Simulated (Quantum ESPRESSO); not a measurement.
## TiO2: band-structure run (part 2 of 2)

TiO2 (P4₂/mnm, 6 atoms in the cell); Kohn-Sham DFT of a periodic cell, PBEsol, GBRV 1.5 PBEsol, no spin polarisation (Quantum ESPRESSO 7.5); cutoff 612.26 eV, 6×6×9 k-mesh, fermi-dirac of 0.05 eV. The structure derives from a Materials Project entry.

Geometry of the input (Å; fractional positions):
```
4.5998  0.0000  0.0000
0.0000  4.5998  0.0000
0.0000  0.0000  2.9592
Ti 0.0000  0.0000  0.5000
Ti 0.5000  0.5000  0.0000
O  0.3043  0.3043  0.5000
O  0.1957  0.8043  0.0000
O  0.8043  0.1957  0.0000
O  0.6957  0.6957  0.5000
```

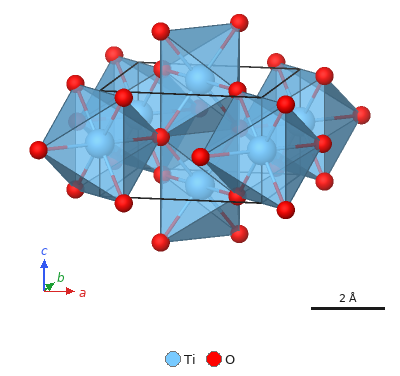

Fig. 1: The input geometry (polyhedral view of the cell of the calculation, seen slightly off an axis; polyhedra are completed across the faces of the cell). An atom can appear more than once, as a periodic image.

Log, continued:
```
   -47.6459 -47.6319 -24.0649 -24.0634 -23.9365 -23.9328 -23.9220 -23.8987
    -8.9062  -7.8544  -7.3435  -7.2808   3.4954   3.8468   4.2734   4.9922
     5.0824   6.4101   6.4663   6.7783   7.4625   8.0723   8.1229   8.8057
    11.2330  11.3955  11.4200  11.6691  11.8017  13.3284  13.7786  15.2529
    15.3432

          k = 0.0000 0.1534 0.3179 (  2164 PWs)   bands (ev):

   -47.6323 -47.6208 -24.0764 -24.0516 -24.0260 -24.0211 -23.9191 -23.9171
    -8.5737  -7.6687  -7.4885  -7.4220   3.9249   4.2038   4.5026   4.8167
     5.1432   5.7443   6.3431   7.0026   7.0422   7.6389   7.6949   8.5850
    11.1561  11.6255  11.7574  11.9349  12.1244  13.0774  14.1189  14.8203
    15.0719

          k = 0.0000 0.1534 0.4769 (  2165 PWs)   bands (ev):

   -47.6162 -47.6086 -24.2207 -24.2070 -23.9839 -23.9823 -23.9148 -23.9134
    -8.1652  -7.6832  -7.5606  -7.4680   4.3829   4.5284   4.5758   4.8539
     5.3029   5.5729   5.6871   6.8473   7.0032   7.3076   7.4008   8.0939
    11.1672  11.7983  12.1295  12.1399  12.4816  12.7879  14.3123  14.4696
    15.1019

          k = 0.0000 0.1534 0.6358 (  2155 PWs)   bands (ev):

   -47.6045 -47.6018 -24.3139 -24.3094 -23.9481 -23.9470 -23.9188 -23.9177
    -7.8995  -7.8096  -7.5478  -7.4313   4.3362   4.4104   4.7525   4.9517
     5.4910   5.6475   6.2323   6.4507   6.4854   7.3078   7.4038   7.4425
    11.4628  11.8831  12.0255  12.2307  12.6970  12.7322  14.2730  14.3003
    15.3156

          k = 0.0000 0.3068 0.0000 (  2132 PWs)   bands (ev):

   -47.6481 -47.6394 -24.0533 -24.0510 -23.9589 -23.9564 -23.8714 -23.8534
    -8.7557  -8.0428  -7.4399  -7.3203   3.7206   3.9488   4.7645   5.1921
     5.2074   5.8878   6.1271   6.9520   7.0823   7.7001   8.0808   8.5755
    11.2594  11.5038  11.8180  11.8941  12.0115  13.0376  14.2466  15.3262
    15.3655

          k = 0.0000 0.3068 0.1590 (  2157 PWs)   bands (ev):

   -47.6429 -47.6348 -24.0431 -24.0385 -23.9631 -23.9575 -23.9187 -23.9012
    -8.6427  -7.9509  -7.4943  -7.3693   3.8748   4.1025   4.6707   4.9705
     5.2947   6.0905   6.2583   6.6938   6.7753   7.5050   8.0856   8.5685
    11.4347  11.6267  11.7681  11.8758  12.1390  12.9696  14.3034  14.9708
    15.1900

          k = 0.0000 0.3068 0.3179 (  2153 PWs)   bands (ev):

   -47.6298 -47.6232 -24.0808 -24.0641 -24.0051 -23.9952 -23.9372 -23.9314
    -8.3597  -7.7483  -7.6073  -7.4787   4.2250   4.5015   4.5754   4.7487
     5.5687   5.7293   5.7670   6.6159   6.7348   7.4883   7.8853   8.4053
    11.3066  11.7909  11.9595  11.9745  12.3805  12.8290  14.2798  14.4081
    15.1435

          k = 0.0000 0.3068 0.4769 (  2160 PWs)   bands (ev):

   -47.6145 -47.6102 -24.2243 -24.2160 -23.9680 -23.9633 -23.9279 -23.9238
    -8.0836  -7.8275  -7.5227  -7.4461   4.3379   4.5221   4.5498   4.8826
     5.2053   5.5788   6.0483   6.7294   6.8037   7.2884   7.5951   8.1966
    11.0235  11.6687  12.0471  12.2076  12.6539  12.7855  14.0477  14.1565
    15.4662

          k = 0.0000 0.3068 0.6358 (  2161 PWs)   bands (ev):

   -47.6039 -47.6024 -24.3185 -24.3158 -23.9409 -23.9380 -23.9224 -23.9196
    -7.9963  -7.9455  -7.3955  -7.3263   4.0226   4.1082   4.7863   4.9589
     5.4938   5.8849   6.1557   6.6185   7.0886   7.1031   7.4290   7.8155
    11.0258  11.3190  12.1061  12.2146  12.8202  12.8386  13.9920  14.0828
    15.8028

          k = 0.0000-0.4602 0.0000 (  2150 PWs)   bands (ev):

   -47.6437 -47.6437 -24.0311 -24.0311 -23.9798 -23.9798 -23.8624 -23.8624
    -8.3743  -8.3743  -7.4256  -7.4256   4.0141   4.0141   5.2151   5.2151
     5.6926   5.6926   5.8965   5.8965   7.3205   7.3205   8.2280   8.2280
    11.4804  11.4804  11.9898  11.9898  12.5359  12.5359  15.1029  15.1029
    15.2486

          k = 0.0000-0.4602 0.1590 (  2146 PWs)   bands (ev):

   -47.6389 -47.6389 -24.0196 -24.0196 -23.9831 -23.9831 -23.9093 -23.9093
    -8.2766  -8.2766  -7.4697  -7.4697   4.1703   4.1703   4.9605   4.9605
     5.7046   5.7046   6.1932   6.1932   6.9090   6.9090   8.3012   8.3012
    11.5984  11.5984  12.0160  12.0160  12.5200  12.5200  14.7676  14.7676
    15.3492

          k = 0.0000-0.4602 0.3179 (  2162 PWs)   bands (ev):

   -47.6265 -47.6265 -24.0758 -24.0758 -23.9844 -23.9844 -23.9475 -23.9475
    -8.0577  -8.0577  -7.5495  -7.5495   4.5074   4.5074   4.7753   4.7753
     5.4250   5.4250   6.2135   6.2135   6.9154   6.9154   8.1828   8.1828
    11.5817  11.5817  12.1146  12.1146  12.5897  12.5897  14.2405  14.2405
    15.5659

          k = 0.0000-0.4602 0.4769 (  2166 PWs)   bands (ev):

   -47.6124 -47.6124 -24.2231 -24.2231 -23.9491 -23.9491 -23.9397 -23.9397
    -7.9662  -7.9662  -7.4745  -7.4745   4.3759   4.3759   4.7152   4.7152
     5.4675   5.4675   6.2566   6.2566   7.1347   7.1347   7.9549   7.9549
    11.2284  11.2284  12.2100  12.2100  12.7471  12.7471  13.9668  13.9668
    15.8634

          k = 0.0000-0.4602 0.6358 (  2160 PWs)   bands (ev):

   -47.6031 -47.6031 -24.3199 -24.3199 -23.9344 -23.9344 -23.9235 -23.9235
    -8.0135  -8.0135  -7.3120  -7.3120   3.9261   3.9261   4.9166   4.9166
     5.6780   5.6780   6.4596   6.4596   7.0138   7.0138   7.9167   7.9167
    10.9038  10.9038  12.1758  12.1758  12.8694  12.8694  13.9469  13.9469
    16.0989

          k = 0.1534 0.1534 0.0000 (  2131 PWs)   bands (ev):

   -47.6503 -47.6373 -24.0900 -24.0495 -23.9596 -23.9177 -23.8759 -23.8490
    -8.9482  -7.9541  -7.3794  -7.2204   3.3321   3.9144   4.3329   5.1352
     5.2103   5.9972   6.4460   7.0215   7.6782   7.9967   8.1762   8.8031
    10.8877  11.4486  11.4629  11.7529  11.8579  13.3211  13.7666  15.3460
    15.6094

          k = 0.1534 0.1534 0.1590 (  2145 PWs)   bands (ev):

   -47.6450 -47.6328 -24.0759 -24.0383 -23.9622 -23.9270 -23.9153 -23.9011
    -8.8257  -7.8686  -7.4342  -7.2799   3.4890   4.0630   4.3776   5.0344
     5.0893   6.1636   6.6544   6.6808   7.2496   7.9873   8.0754   8.6671
    11.1226  11.3853  11.5864  11.8713  11.9221  13.2295  13.9160  15.0452
    15.4225

          k = 0.1534 0.1534 0.3179 (  2151 PWs)   bands (ev):

   -47.6315 -47.6215 -24.0764 -24.0530 -24.0389 -23.9982 -23.9356 -23.9105
    -8.5063  -7.6624  -7.5668  -7.4303   3.8930   4.4114   4.4334   4.9087
     5.2758   5.6055   6.3273   6.7211   7.0880   7.5734   7.8012   8.5217
    11.1627  11.5237  11.8556  12.0945  12.1711  12.9938  14.1517  14.6781
    15.1193

          k = 0.1534 0.1534 0.4769 (  2165 PWs)   bands (ev):

   -47.6156 -47.6091 -24.2223 -24.2084 -23.9921 -23.9641 -23.9269 -23.9091
    -8.1350  -7.6959  -7.6007  -7.4456   4.3618   4.5465   4.5474   4.6779
     5.3737   5.6737   5.8155   6.7598   6.8713   7.3925   7.4720   8.1787
    11.0893  11.8248  12.1052  12.2503  12.3015  12.8505  14.0429  14.7353
    14.9947

          k = 0.1534 0.1534 0.6358 (  2174 PWs)   bands (ev):

   -47.6043 -47.6020 -24.3168 -24.3091 -23.9521 -23.9387 -23.9212 -23.9174
    -7.9815  -7.7115  -7.6386  -7.3476   4.1209   4.6426   4.7383   4.7392
     5.0800   6.1293   6.2696   6.5256   6.5979   7.2300   7.5105   7.5440
    11.2709  11.9318  12.0510  12.2056  12.3851  12.9476  13.9451  14.7423
    15.0221

          k = 0.1534 0.3068 0.0000 (  2139 PWs)   bands (ev):

   -47.6475 -47.6400 -24.0827 -24.0315 -23.9794 -23.9268 -23.8702 -23.8546
    -8.7151  -8.0940  -7.4564  -7.2910   3.5034   4.0706   4.8515   5.1401
     5.2157   5.8882   6.3014   7.0864   7.1466   7.7324   7.8737   8.4765
    11.0610  11.5174  11.5957  11.9948  12.1604  13.0297  14.2763  15.2467
    15.5240

          k = 0.1534 0.3068 0.1590 (  2146 PWs)   bands (ev):

   -47.6424 -47.6353 -24.0694 -24.0197 -23.9833 -23.9305 -23.9166 -23.9034
    -8.6027  -8.0012  -7.5057  -7.3454   3.6520   4.2309   4.6436   4.9701
     5.3444   6.1429   6.3742   6.6190   7.0873   7.5414   7.9334   8.3910
    11.2643  11.5669  11.6533  12.0443  12.1869  12.9456  14.3523  14.9138
    15.3294

          k = 0.1534 0.3068 0.3179 (  2156 PWs)   bands (ev):

   -47.6294 -47.6236 -24.0772 -24.0636 -24.0276 -23.9833 -23.9477 -23.9154
    -8.3200  -7.7962  -7.5991  -7.4763   4.0247   4.4404   4.5856   4.7920
     5.4739   5.7860   6.1034   6.5767   6.9739   7.4571   7.8022   8.3004
    11.3333  11.6400  11.8331  12.1695  12.3520  12.7709  14.1912  14.6475
    15.1429

          k = 0.1534 0.3068 0.4769 (  2160 PWs)   bands (ev):

   -47.6142 -47.6105 -24.2233 -24.2135 -23.9863 -23.9488 -23.9400 -23.9124
    -8.0519  -7.7998  -7.5726  -7.4532   4.2895   4.3965   4.4982   4.8723
     5.1229   5.7805   6.1791   6.6186   6.9047   7.2900   7.6865   8.2329
    11.0582  11.7460  11.9694  12.2136  12.4706  12.7963  13.9248  14.5123
    15.3269

          k = 0.1534 0.3068 0.6358 (  2168 PWs)   bands (ev):

   -47.6038 -47.6025 -24.3191 -24.3122 -23.9492 -23.9338 -23.9240 -23.9181
    -8.0199  -7.8510  -7.4880  -7.3025   3.9362   4.2324   4.7529   4.9499
     5.0656   6.0575   6.2795   6.4788   6.9791   7.4214   7.5554   7.9334
    10.9929  11.4867  12.1124  12.1993  12.4963  12.9320  13.8857  14.4356
    15.4929

          k = 0.1534-0.4602 0.0000 (  2152 PWs)   bands (ev):

   -47.6437 -47.6437 -24.0576 -24.0576 -23.9534 -23.9534 -23.8624 -23.8624
    -8.3934  -8.3934  -7.3983  -7.3983   3.8309   3.8309   5.1790   5.1790
     5.5803   5.5803   6.4187   6.4187   7.4052   7.4052   8.0394   8.0394
    11.3560  11.3560  11.8588  11.8588  12.6154  12.6154  15.0134  15.0134
    15.3440

          k = 0.1534-0.4602 0.1590 (  2144 PWs)   bands (ev):

   -47.6389 -47.6389 -24.0461 -24.0461 -23.9568 -23.9568 -23.9093 -23.9093
    -8.2936  -8.2936  -7.4454  -7.4454   3.9818   3.9818   4.8640   4.8640
     5.8292   5.8292   6.5587   6.5587   6.9783   6.9783   8.1000   8.1000
    11.5083  11.5083  11.8912  11.8912  12.5610  12.5610  14.8413  14.8413
    15.3236

          k = 0.1534-0.4602 0.3179 (  2158 PWs)   bands (ev):

   -47.6265 -47.6265 -24.0734 -24.0734 -24.0032 -24.0032 -23.9313 -23.9313
    -8.0606  -8.0606  -7.5416  -7.5416   4.3431   4.3431   4.5741   4.5741
     5.7057   5.7057   6.4410   6.4410   6.9890   6.9890   8.0315   8.0315
    11.6045  11.6045  11.9878  11.9878  12.5299  12.5299  14.4106  14.4106
    15.4872

          k = 0.1534-0.4602 0.4769 (  2166 PWs)   bands (ev):

   -47.6124 -47.6124 -24.2200 -24.2200 -23.9689 -23.9689 -23.9236 -23.9236
    -7.9331  -7.9331  -7.5057  -7.5057   4.2848   4.2848   4.6551   4.6551
     5.4543   5.4543   6.4716   6.4716   7.1139   7.1139   7.9945   7.9945
    11.3169  11.3169  12.1304  12.1304  12.6383  12.6383  14.1400  14.1400
    15.7408

          k = 0.1534-0.4602 0.6358 (  2162 PWs)   bands (ev):

   -47.6031 -47.6031 -24.3170 -24.3170 -23.9408 -23.9408 -23.9206 -23.9206
    -7.9726  -7.9726  -7.3536  -7.3536   3.9516   3.9516   4.8408   4.8408
     5.5609   5.5609   6.3928   6.3928   7.2286   7.2286   8.0019   8.0019
    11.0230  11.0230  12.1686  12.1686  12.7467  12.7467  14.0787  14.0787
    15.9415

          k = 0.3068 0.3068 0.0000 (  2151 PWs)   bands (ev):

   -47.6459 -47.6416 -24.0966 -24.0603 -23.9513 -23.9137 -23.8669 -23.8579
    -8.5996  -8.2403  -7.4242  -7.2883   3.3829   3.8516   5.0991   5.1689
     5.2266   6.0956   6.6132   7.1432   7.3363   7.4626   7.7284   8.2753
    10.8708  11.3581  11.4742  11.8631  12.4678  12.9493  14.4770  15.3347
    15.3421

          k = 0.3068 0.3068 0.1590 (  2145 PWs)   bands (ev):

   -47.6409 -47.6368 -24.0822 -24.0487 -23.9557 -23.9177 -23.9115 -23.9087
    -8.4898  -8.1437  -7.4718  -7.3451   3.5296   4.0031   4.6751   4.8791
     5.6695   6.4511   6.6506   6.7677   7.1556   7.5740   7.5888   8.0664
    11.0865  11.5273  11.5373  11.9107  12.4051  12.8412  14.5632  14.9891
    15.4217

          k = 0.3068 0.3068 0.3179 (  2154 PWs)   bands (ev):

   -47.6281 -47.6248 -24.0715 -24.0597 -24.0442 -24.0038 -23.9300 -23.9074
    -8.2125  -7.9159  -7.5691  -7.4891   3.9051   4.3606   4.3761   4.5440
     5.8184   6.1479   6.3476   6.8207   7.0851   7.4415   7.5764   8.0070
    11.4861  11.4929  11.8185  12.0558  12.3216  12.6029  14.3904  14.8964
    15.1146

          k = 0.3068 0.3068 0.4769 (  2155 PWs)   bands (ev):

   -47.6134 -47.6113 -24.2191 -24.2110 -23.9959 -23.9703 -23.9226 -23.9074
    -7.9648  -7.7527  -7.6528  -7.5022   4.2296   4.2722   4.3233   4.6749
     5.3016   5.7945   6.5264   6.6098   6.9890   7.3942   7.7780   8.2212
    11.2290  11.8563  12.0159  12.0277  12.1955  12.6446  14.1192  14.9799
    14.9840

          k = 0.3068 0.3068 0.6358 (  2153 PWs)   bands (ev):

   -47.6035 -47.6027 -24.3159 -24.3092 -23.9541 -23.9413 -23.9207 -23.9175
    -7.9780  -7.7597  -7.5756  -7.3437   3.9086   4.3229   4.5260   4.6973
     5.1479   5.8662   6.2765   6.3570   7.2899   7.5913   7.8697   8.1676
    11.0487  11.7026  12.0878  12.1339  12.2243  12.7730  14.0422  14.9446
    15.0109

          k = 0.3068-0.4602 0.0000 (  2156 PWs)   bands (ev):

   -47.6437 -47.6437 -24.0882 -24.0882 -23.9231 -23.9231 -23.8624 -23.8624
    -8.4290  -8.4290  -7.3463  -7.3463   3.5215   3.5215   5.1122   5.1122
     5.8138   5.8138   6.8889   6.8889   7.5761   7.5761   7.7884   7.7884
    11.0475  11.0475  11.6052  11.6052  12.7535  12.7535  14.8664  14.8664
    15.5196

          k = 0.3068-0.4602 0.1590 (  2156 PWs)   bands (ev):

   -47.6388 -47.6388 -24.0746 -24.0746 -23.9287 -23.9287 -23.9093 -23.9093
    -8.3251  -8.3251  -7.3991  -7.3991   3.6678   3.6678   4.7651   4.7651
     6.1811   6.1811   7.0390   7.0390   7.1451   7.1451   7.7178   7.7178
    11.2579  11.2579  11.6620  11.6620  12.6481  12.6481  14.8942  14.8942
    15.3627

          k = 0.3068-0.4602 0.3179 (  2152 PWs)   bands (ev):

   -47.6264 -47.6264 -24.0661 -24.0661 -24.0298 -24.0298 -23.9128 -23.9128
    -8.0663  -8.0663  -7.5257  -7.5257   4.0361   4.0361   4.4026   4.4026
     6.1542   6.1542   6.7549   6.7549   7.2294   7.2294   7.6586   7.6586
    11.6165  11.6165  11.7753  11.7753  12.4168  12.4168  14.7471  14.7471
    15.3004

          k = 0.3068-0.4602 0.4769 (  2156 PWs)   bands (ev):

   -47.6123 -47.6123 -24.2134 -24.2134 -23.9894 -23.9894 -23.9109 -23.9109
    -7.8447  -7.8447  -7.5903  -7.5903   4.1881   4.1881   4.4282   4.4282
     5.5840   5.5840   6.6468   6.6468   7.2507   7.2507   8.0134   8.0134
    11.5773  11.5773  11.9877  11.9877  12.3493  12.3493  14.5381  14.5381
    15.4190

          k = 0.3068-0.4602 0.6358 (  2146 PWs)   bands (ev):

   -47.6031 -47.6031 -24.3110 -24.3110 -23.9506 -23.9506 -23.9182 -23.9182
    -7.8672  -7.8672  -7.4602  -7.4602   4.0471   4.0471   4.5917   4.5917
     5.4527   5.4527   6.3171   6.3171   7.5250   7.5250   8.1778   8.1778
    11.3354  11.3354  12.1567  12.1567  12.4217  12.4217  14.4490  14.4490
    15.5222

          k =-0.4602-0.4602 0.0000 (  2132 PWs)   bands (ev):

   -47.6437 -47.6437 -24.0999 -24.0999 -23.9116 -23.9116 -23.8623 -23.8623
    -8.4456  -8.4456  -7.3213  -7.3213   3.3882   3.3882   5.0812   5.0812
     6.0839   6.0839   6.7645   6.7645   7.6635   7.6635   7.8939   7.8939
    10.8497  10.8497  11.4803  11.4803  12.8124  12.8124  14.8084  14.8084
    15.6013

          k =-0.4602-0.4602 0.1590 (  2156 PWs)   bands (ev):

   -47.6388 -47.6388 -24.0854 -24.0854 -23.9179 -23.9179 -23.9096 -23.9096
    -8.3399  -8.3399  -7.3768  -7.3768   3.5341   3.5341   4.7303   4.7303
     6.5736   6.5736   6.8512   6.8512   7.2401   7.2401   7.7250   7.7250
    11.0881  11.0881  11.5634  11.5634  12.6867  12.6867  14.8851  14.8851
    15.4189

          k =-0.4602-0.4602 0.3179 (  2148 PWs)   bands (ev):

   -47.6264 -47.6264 -24.0564 -24.0564 -24.0469 -24.0469 -23.9059 -23.9059
    -8.0692  -8.0692  -7.5178  -7.5178   3.9064   3.9064   4.3455   4.3455
     6.3818   6.3818   7.0889   7.0889   7.0952   7.0952   7.5062   7.5062
    11.5306  11.5306  11.7707  11.7707  12.3490  12.3490  15.0018  15.0018
    15.1105

          k =-0.4602-0.4602 0.4769 (  2168 PWs)   bands (ev):

   -47.6123 -47.6123 -24.2099 -24.2099 -23.9979 -23.9979 -23.9065 -23.9065
    -7.7548  -7.7548  -7.6784  -7.6784   4.1869   4.1869   4.2824   4.2824
     5.6624   5.6624   6.6593   6.6593   7.4014   7.4014   7.9864   7.9864
    11.9206  11.9206  11.9208  11.9208  11.9980  11.9980  14.9775  14.9903
    15.0087

          k =-0.4602-0.4602 0.6358 (  2148 PWs)   bands (ev):

   -47.6031 -47.6031 -24.3080 -24.3080 -23.9550 -23.9550 -23.9176 -23.9176
    -7.7833  -7.7833  -7.5447  -7.5447   4.1837   4.1837   4.3638   4.3638
     5.4366   5.4366   6.2861   6.2861   7.6412   7.6412   8.2691   8.2691
    11.6043  11.6043  12.1431  12.1431  12.1538  12.1538  14.9436  14.9436
    15.0026

     the Fermi energy is     9.8646 ev

!    total energy              =    -367.98711258 Ry
     estimated scf accuracy    <          7.3E-11 Ry
     smearing contrib. (-TS)   =      -0.00000000 Ry
     internal energy E=F+TS    =    -367.98711258 Ry

     The total energy is F=E-TS. E is the sum of the following terms:
     one-electron contribution =    -125.13096447 Ry
     hartree contribution      =      85.71667139 Ry
     xc contribution           =     -64.48519228 Ry
     ewald contribution        =    -264.08762723 Ry

     convergence has been achieved in  11 iterations

     negative rho (up, down):  1.649E-03 0.000E+00

     Forces acting on atoms (cartesian axes, Ry/au):

     atom    1 type  1   force =     0.00000000    0.00000000    0.00000000
     atom    2 type  1   force =     0.00000000    0.00000000    0.00000000
     atom    3 type  2   force =     0.00166416    0.00166416    0.00000000
     atom    4 type  2   force =    -0.00166416    0.00166416    0.00000000
     atom    5 type  2   force =     0.00166416   -0.00166416    0.00000000
     atom    6 type  2   force =    -0.00166416   -0.00166416    0.00000000

     Total force =     0.004707     Total SCF correction =     0.000004

     Computing stress (Cartesian axis) and pressure

     negative rho (up, down):  1.649E-03 0.000E+00
          total   stress  (Ry/bohr**3)                   (kbar)     P=      -25.02
  -0.00012598   0.00000000   0.00000000          -18.53        0.00        0.00
   0.00000000  -0.00012598   0.00000000            0.00      -18.53        0.00
   0.00000000   0.00000000  -0.00025834            0.00        0.00      -38.00

=------------------------------------------------------------------------------=
   JOB DONE.
=------------------------------------------------------------------------------=
```

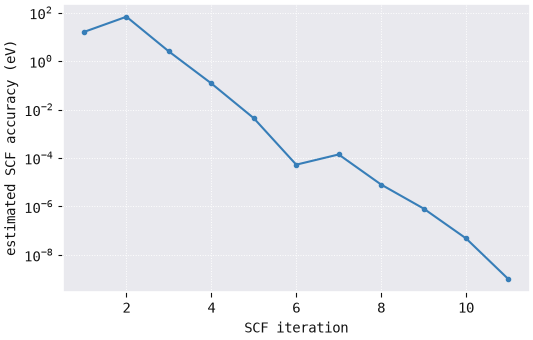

Fig. 2: Convergence of the self-consistent field: estimated SCF accuracy against the iteration. The field takes 11 iterations in all.

Key numbers:

```csv
quantity,value
outcome,converged
space group (tolerance 0.01 Å),P4₂/mnm (136)
electrons treated,48
free energy,−5006.7197 eV
Fermi energy,9.865 eV
gap on the k-point mesh,1.83 eV
gap on the band path,1.83 eV
pressure,−2.50 GPa
largest force (length of the vector),0.061 eV/Å
wall time,51 s (CPU time 1.7 min)
peak memory,0.34 GiB
```

Remarks:

Notes on the run: negative rho.
